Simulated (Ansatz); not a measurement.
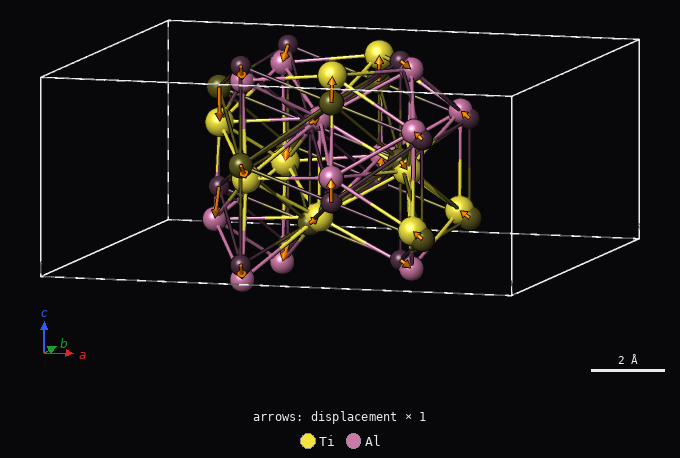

A relaxation of a wire of composition TiAl. The starting structure is drawn faded, the final one solid; orange arrows show the displacements, at their true length.

The picture is a ball-and-stick view of the cell of the calculation, with the vacuum cut short, seen slightly off an axis.

Case: wire along [1 1 1], 18 atoms a period.

Computed with Ansatz 0.2.0, DFT PBE, scalar-relativistic, plane waves, PAW.

The input:
```yaml
crystal:
  lattice:
    - [15.5, 0.0, 0.0]
    - [0.0, 13.8, 0.0]
    - [0.0, 0.0, 5.5188398667]
  atoms:
    - { symbol: Ti, position: [0.4580386119, 0.5, 0.1666666667] }
    - { symbol: Ti, position: [0.3741158357, 0.3367350043, 0.5] }
    - { symbol: Ti, position: [0.3741158357, 0.6632649957, 0.5] }
    - { symbol: Ti, position: [0.2901930595, 0.5, 0.8333333333] }
    - { symbol: Ti, position: [0.7098069405, 0.3367350043, 0.1666666667] }
    - { symbol: Ti, position: [0.7098069405, 0.6632649957, 0.1666666667] }
    - { symbol: Ti, position: [0.6258841643, 0.5, 0.5] }
    - { symbol: Ti, position: [0.5419613881, 0.3367350043, 0.8333333333] }
    - { symbol: Ti, position: [0.5419613881, 0.6632649957, 0.8333333333] }
    - { symbol: Al, position: [0.3741158357, 0.3367350043, 0.0] }
    - { symbol: Al, position: [0.3741158357, 0.6632649957, 0.0] }
    - { symbol: Al, position: [0.2901930595, 0.5, 0.3333333333] }
    - { symbol: Al, position: [0.6258841643, 0.5, 0.0] }
    - { symbol: Al, position: [0.5419613881, 0.3367350043, 0.3333333333] }
    - { symbol: Al, position: [0.5419613881, 0.6632649957, 0.3333333333] }
    - { symbol: Al, position: [0.4580386119, 0.5, 0.6666666667] }
    - { symbol: Al, position: [0.7098069405, 0.3367350043, 0.6666666667] }
    - { symbol: Al, position: [0.7098069405, 0.6632649957, 0.6666666667] }
basis:
  ecutwfc: 420
kpoints:
  mp_grid: { grid: [1, 1, 10] }
hamiltonian:
  xc: pbe
scf:
  occupations: { method: gaussian, width: 0.05 }
output:
  forces: true
  stress: true
  eigenvalues: true
  populations: true
  write_density: true
  write_potential: true
  elf: true
  volumetric_format: npy
relax:
  adjacent_minimum: "off"
  f_tol: 0.02
  max_steps: 45
  cell: { fix: [a, b, alpha, beta, gamma], stress_tol: 0.03 }
```

Command:
```bash
ansatz run input.yaml --threads 4 --pin off --max-ram 11264MiB --backend cpu --events-out ev --progress --plain --runs-dir out
```

Q: What happened in the run?

A: After 11 accepted moves (12 points after the start) the energy has fallen by 2.855 eV per cell of the calculation. Largest force component: 1.3 eV/Å at the start, 0.015 eV/Å at the end. At 1 point the geometry stayed and the basis and grid were re-selected for the new cell (energy shift of less than 0.05 meV per cell of the calculation at most each time). The atom that moves furthest relative to the centre of the atoms is Ti4 (0.98 Å). By element the largest moves are Ti 0.98 Å, Al 0.92 Å. The cell doesn't change. Some distances before and after: Ti1–Ti4 3.186 → 4.131 Å, Ti2–Ti8 3.186 → 3.985 Å, Ti7–Ti8 3.186 → 3.919 Å, Ti2–Ti4 3.186 → 2.612 Å. Among the angles between lasting bonds that change: Ti2–Al14–Ti5 180.0° → 140.9°, Ti3–Al11–Ti9 109.5° → 82.1°, Ti1–Al12–Ti4 109.5° → 83.8°. Cost: 5.1 min on 4 threads of Arm Neoverse V2 (shared host), peak memory 2.4 GiB.

Limits of the set-up: the k-point mesh is coarse for a cell with partly filled bands.
